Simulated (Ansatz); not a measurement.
H₃CCl: several calculations on one system

## 1. Relaxation

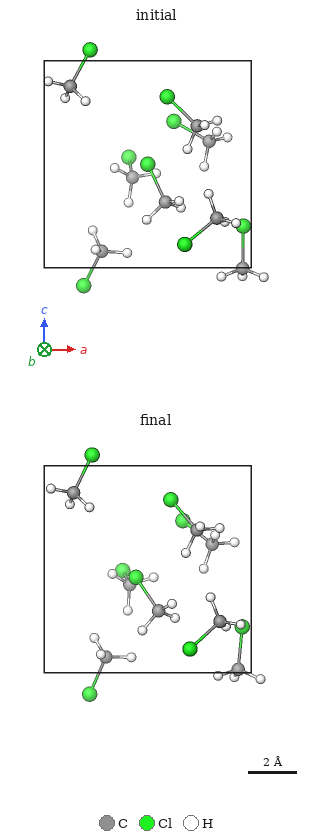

The structure of an amorphous cell of composition H$_{3}$CCl before (top) and after (bottom) a relaxation, at one scale.

A ball-and-stick model of the cell of the calculation (origin shifted), seen along the b axis.

The cell holds 8 CH3Cl. The run prepares the start of a later molecular dynamics calculation, from a guessed geometry.

Computed with Ansatz 0.2.0, DFT PBE-D3(BJ), scalar-relativistic, plane waves, PAW.

Input file:
```yaml
accuracy: low
crystal:
  lattice:
    - [8.717128, 0.0, 0.0]
    - [0.0, 8.717128, 0.0]
    - [0.0, 0.0, 8.717128]
  atoms:
    - { symbol: C, position: [0.8182886, 0.8868607, 0.8896206] }
    - { symbol: Cl, position: [0.9140432, 0.9248121, 1.0655812] }
    - { symbol: H, position: [0.7938692, 0.9952023, 0.8326338] }
    - { symbol: H, position: [0.8921401, 0.8164605, 0.8177078] }
    - { symbol: H, position: [0.7118204, 0.8263137, 0.9137094] }
    - { symbol: C, position: [0.4890871, 0.4121358, 0.6242664] }
    - { symbol: Cl, position: [0.318737, 0.4699608, 0.7202272] }
    - { symbol: H, position: [0.4650983, 0.401203, 0.5022552] }
    - { symbol: H, position: [0.5773272, 0.4984408, 0.6428898] }
    - { symbol: H, position: [0.5263048, 0.3023203, 0.6704949] }
    - { symbol: C, position: [0.4312709, 0.9363135, 0.6985691] }
    - { symbol: Cl, position: [0.2867038, 0.9663116, 0.8391815] }
    - { symbol: H, position: [0.5281733, 1.0109196, 0.7235802] }
    - { symbol: H, position: [0.4672471, 0.8168433, 0.7023444] }
    - { symbol: H, position: [0.3845036, 0.9633094, 0.5860269] }
    - { symbol: C, position: [0.6508391, 0.2048242, 0.010835] }
    - { symbol: Cl, position: [0.6539836, 0.2007975, 0.2146615] }
    - { symbol: H, position: [0.6496617, 0.3236792, -0.0272939] }
    - { symbol: H, position: [0.7527382, 0.1471061, -0.0323725] }
    - { symbol: H, position: [0.5482444, 0.146086, -0.0292379] }
    - { symbol: C, position: [0.5261724, 0.7457074, 0.2530289] }
    - { symbol: Cl, position: [0.3713601, 0.7071772, 0.1260647] }
    - { symbol: H, position: [0.4867589, 0.7310183, 0.3705555] }
    - { symbol: H, position: [0.6191418, 0.6659908, 0.2288699] }
    - { symbol: H, position: [0.5648306, 0.8630636, 0.2352875] }
    - { symbol: C, position: [0.9697921, 0.437172, 0.0935859] }
    - { symbol: Cl, position: [0.8829892, 0.5162225, -0.0731103] }
    - { symbol: H, position: [0.940682, 0.3160015, 0.1007982] }
    - { symbol: H, position: [1.0935714, 0.4509438, 0.0851769] }
    - { symbol: H, position: [0.9268271, 0.4974844, 0.1940753] }
    - { symbol: C, position: [0.2777975, 0.1860229, 0.3308221] }
    - { symbol: Cl, position: [0.1926592, 0.2182032, 0.51327] }
    - { symbol: H, position: [0.3523541, 0.2823065, 0.3033907] }
    - { symbol: H, position: [0.3442397, 0.0804394, 0.3352096] }
    - { symbol: H, position: [0.1875113, 0.1761546, 0.2451908] }
    - { symbol: C, position: [0.1187068, 0.6835437, 0.450189] }
    - { symbol: Cl, position: [0.101295, 0.8620507, 0.5471603] }
    - { symbol: H, position: [0.0999675, 0.7017824, 0.3281321] }
    - { symbol: H, position: [0.233319, 0.6380059, 0.4694775] }
    - { symbol: H, position: [0.0332053, 0.6045151, 0.4951964] }
basis:
  ecutwfc: 420.0
kpoints:
  mp_grid: { grid: [1, 1, 1] }
hamiltonian:
  xc: pbe
  dispersion: d3bj
scf:
  occupations: { method: fermi_dirac, width: 0.05 }
  lower_state_search: "off"
relax:
  f_tol: 0.3
  max_steps: 15
  adjacent_minimum: "off"
output:
  write_density: true
  write_potential: true
  elf: true
  volumetric_format: npy
```

Run as
```bash
ansatz run input.yaml --threads 1 --pin off --max-ram 3072MiB --backend cpu --events-out ev --progress --plain --runs-dir out
```

**Describe what moved and what it gained.**

Over 4 geometry steps the energy falls by 0.765 eV per cell of the calculation. Largest force component: 0.54 eV/Å at the start, 0.2 eV/Å at the end. The atom that moves furthest is Cl32 (0.66 Å along [−3 2 −2]). By element the largest moves are Cl 0.66 Å, H 0.41 Å, C 0.33 Å. The lattice vectors keep their values. Among the contacts that change: C16–Cl17 1.777 → 1.798 Å, C11–Cl12 1.777 → 1.791 Å, C11–H13 1.088 → 1.098 Å, C11–H15 1.088 → 1.093 Å. Among the angles between lasting bonds that change: Cl17–C16–H19 108.9° → 106.9°.

Limits of the set-up: the program's low-accuracy preset was used.

## 2. Dynamics

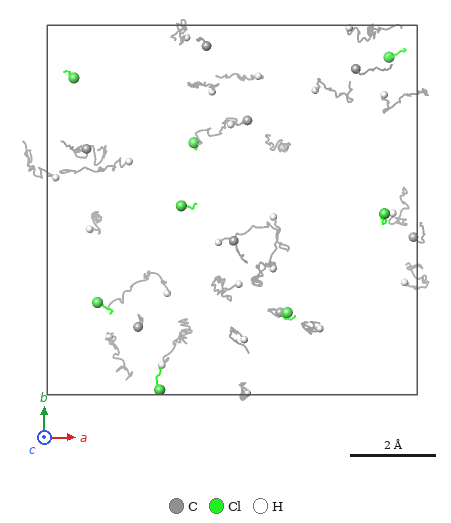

Molecular dynamics of a periodic cell with 8 CH3Cl at 1.012 g/cm³, 150 fs long. Lines trace each atom's path, in the colour of its element; spheres stand at the starting positions. Seen along the c axis in the simulation cell.

Computed with Ansatz, DFT PBE-D3(BJ), scalar-relativistic, plane waves, PAW. Set-up: plane-wave cutoff 420 eV; k-point mesh 1 × 1 × 1; Fermi-Dirac smearing 0.05 eV; low-accuracy preset; Langevin thermostat (NVT); set temperature 400 K; time step 0.5 fs; friction 0.02 per fs.

What do the traces tell about the motion?

Root-mean-square distances from the starting positions over the second half, with the common drift of all atoms taken out: H 0.87 Å, C 0.42 Å, Cl 0.36 Å. The heavy atoms stay within a fraction of a molecule's size of their starting places, while the hydrogen atoms travel further, as molecules turn; so short a run doesn't tell a liquid from a solid. The mean temperature in the second half is 391 K (standard deviation 38 K). The potential energy in the second half lies on average 31.4 meV per atom above the first frame.

Limits of the set-up: the program's low-accuracy preset was used.

Cost: 10 min on 1 thread of Intel(R) Xeon(R) Platinum 8488C (Sapphire Rapids), with other jobs on the host, peak memory 0.63 GiB.

## 3. Dynamics

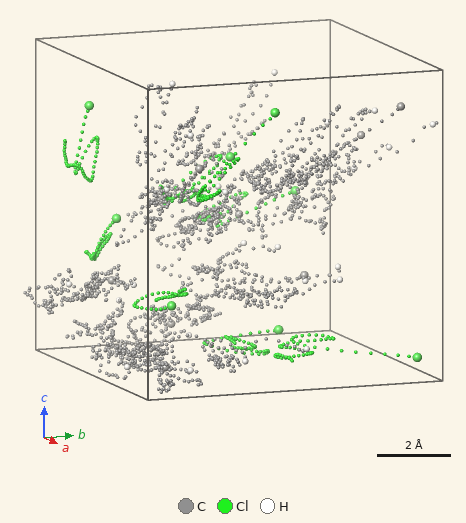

A Born-Oppenheimer molecular dynamics run of a periodic cell with 8 CH3Cl at 1.012 g/cm³, 300 fs long. It starts from the last geometry of an earlier run, with fresh velocities. Dots mark each atom's position at evenly spaced times, in the colour of its element; spheres stand at the starting positions. Seen slightly off an axis in the simulation cell.

Level of theory: DFT PBE-D3(BJ), scalar-relativistic, plane waves, PAW (Ansatz). Settings: plane-wave cutoff 420 eV; k-point mesh 1 × 1 × 1; Fermi-Dirac smearing 0.05 eV; low-accuracy preset; Langevin thermostat and barostat (NPT); set temperature 400 K; time step 0.75 fs; friction 0.01 per fs; target pressure 20 GPa.

Describe the motion.

Answer. Root-mean-square distances from the starting positions over the second half, with the common drift of all atoms taken out: H 1.31 Å, Cl 0.99 Å, C 0.90 Å. The molecules turn and drift from their places. Bond changes: 2 Cl–H bonds form between 39 fs and 49 fs; one Cl–Cl bond forms at about 41 fs; one Cl–H contact opens and closes in turn; 2 Cl–H bonds break between 68 fs and 69 fs; one Cl–Cl bond breaks at about 86 fs. The conserved quantity stays between −0.32 and 0.66 meV per atom of its start. A straight-line fit has a slope that amounts to +0.54 meV per atom over 300 fs (0.5 % of the mean kinetic energy), and the ripple about it is 0.4 % of the kinetic energy's fluctuation. With a drift under 2 % and a ripple under 7 %, the integration is accurate.

Limits of the set-up: the program's low-accuracy preset was used.

The run took 12 min on 1 thread of Intel(R) Xeon(R) Platinum 8488C (Sapphire Rapids), with other jobs on the host, peak memory 0.66 GiB.
